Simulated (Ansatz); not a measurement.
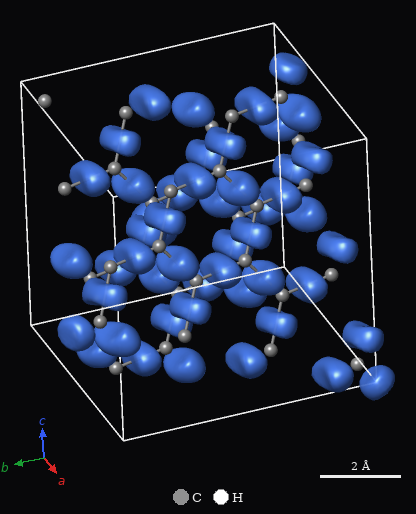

HC₃₂ (cell with a defect). Isosurface of the ELF at 0.75 (blue), seen at an oblique angle. Only the valence region is drawn (cores and ρ < 0.01 e/Å³ removed). Sticks mark near contacts.

Spin-polarised.

Level of theory: DFT PBE+D3(BJ), scalar-relativistic, plane waves, PAW in Ansatz.

In a PAW calculation such maps are meaningful between the atoms, not at the nuclei.

```xyz
33
Lattice="5.6710 0.0000 -3.4027 -2.8677 -4.9298 -3.3595 -2.8677 4.9298 -3.3595" Properties=species:S:1:pos:R:3 pbc="T T T"
C     0.6855    2.4606   -3.4027
C    -0.0513   -1.2352   -6.7067
C     2.0898    0.0011   -6.7183
C     0.6845    0.0010   -3.4070
C    -1.4469    1.2291   -3.3920
C     2.8136    1.2324   -3.4155
C     2.0852   -2.4627   -6.7310
C     0.6854   -2.4586   -3.4028
C    -1.4469   -1.2271   -3.3922
C     2.8136   -1.2301   -3.4153
C     4.9198    0.0012   -3.3707
C    -2.1827    0.0010   -6.7063
C    -1.4338   -3.6668   -3.3351
C    -0.0514    1.2374   -6.7063
C     2.0853    2.4649   -6.7305
C    -1.4336    3.6688   -3.3346
C    -0.7613   -2.4650   -6.7536
C     1.3775   -1.2372   -6.7084
C    -2.1615    0.0010   -3.3727
C     2.1050    0.0010   -3.4184
C    -0.0260    1.2309   -3.4056
C     1.3676   -3.7027   -6.7555
C    -2.1532   -2.4608   -3.3615
C    -0.7614    2.4672   -6.7532
C    -0.0260   -1.2290   -3.4059
C     1.3677    3.7049   -6.7553
C    -5.0287    0.0011   -6.3964
C    -0.7676    0.0011   -6.6957
C    -2.8978    1.2426   -6.7310
C     1.3774    1.2394   -6.7081
C    -2.1532    2.4630   -3.3611
C    -2.8977   -1.2405   -6.7306
H     0.6429    0.0014   -8.6800
```

What do the ELF domains correspond to?

The ELF exceeds this value in 48 regions between bonded C–C atoms (shared pairs) and one region around a hydrogen nucleus, counted in one cell of 33 atoms. Any copies at cell faces, edges or corners count once.

Values along the shortest contacts:
C–H (1.12 Å): the ELF climbs to about 1 towards the hydrogen, as it does in any bond to H; a covalent bond by its length. C–C (1.40 Å): the ELF peaks at about 0.95 between the atoms (localised, covalent bonding).

Does the calculation give a band gap?

It is gapped, with a Kohn–Sham gap of 0.26 eV on the k-point mesh (the band edges may lie off the mesh, which would make the gap smaller).
